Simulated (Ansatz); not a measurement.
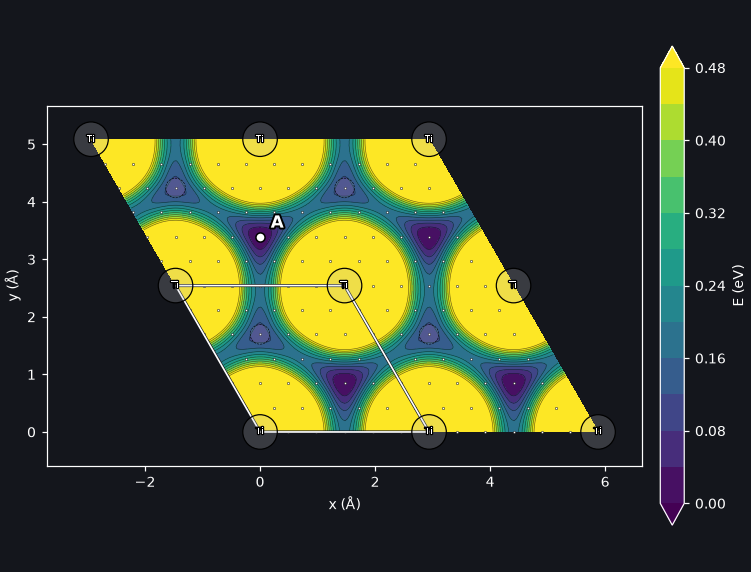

S on a Ti(001) slab cut from the P6_3/mmc phase, its upper half relaxed before the scan (16 atoms of substrate and one adsorbate in a 2 × 2 cell). 
- S is moved over the surface cell; relaxed at each place: the height of the adsorbate's atoms; substrate rigid; the origin of the map has the adsorbate above Ti13.
- Places are given modulo a cell vector. The map is drawn in real space over the plane of the surface.
- The scan uses a 6 × 6 grid; 10 points were computed and 26 follow by symmetry.
- Places are given in fractions of the 1 × 1 surface cell.
- Energies are in eV, from the lowest grid point.
- Theory: DFT PBE, scalar-relativistic, plane waves, PAW (Ansatz 0.2.0). Settings: cutoff 420 eV, k-mesh 6×6×1, gaussian smearing 0.1 eV, no spin polarisation.

The picture shows filled contours, dots at the grid points, labelled circles for the atoms of the top layer and small ones for the second layer, the outline of one cell of the 2 × 2 shown, one colour for all values above the top of the scale, the point A. Between grid points the surface is interpolated.

Q: Find the lowest pass out of the well at A.

A: The easiest path leads from the well at a threefold hollow, (4/6, 2/6) of the cell vectors to the well at a threefold hollow over a second-layer Ti atom, (2/6, 4/6) of the cell vectors, about 0.1 eV higher. Its highest point lies about 0.18 eV above the bottom of the first well on the interpolated surface, at about (0.48, 0.97) of the cell vectors. Seen from the upper well the barrier is about 0.079 eV. This is the barrier on the constrained surface; relaxing the other coordinates would change it.

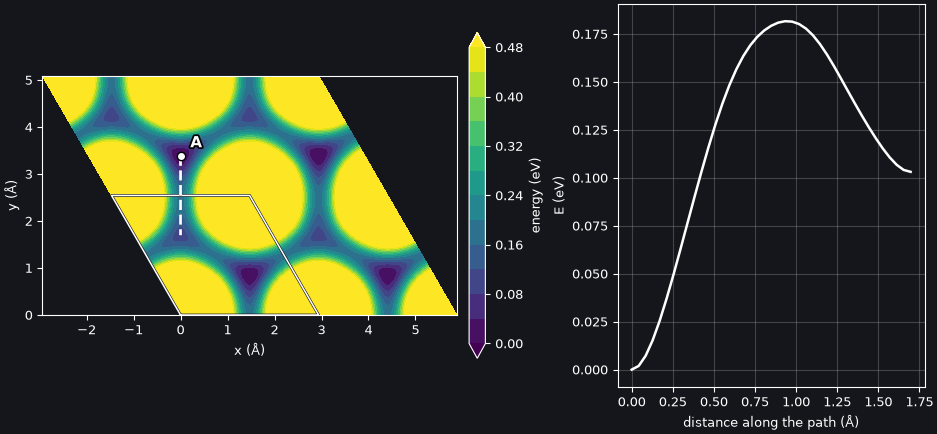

The picture shows filled contours, a line along the lowest path, the outline of one cell of the 2 × 2 shown, one colour for all values above the top of the scale, the energy along the path at the right. Between grid points the surface is interpolated.

PAW datasets: the set soft_1.
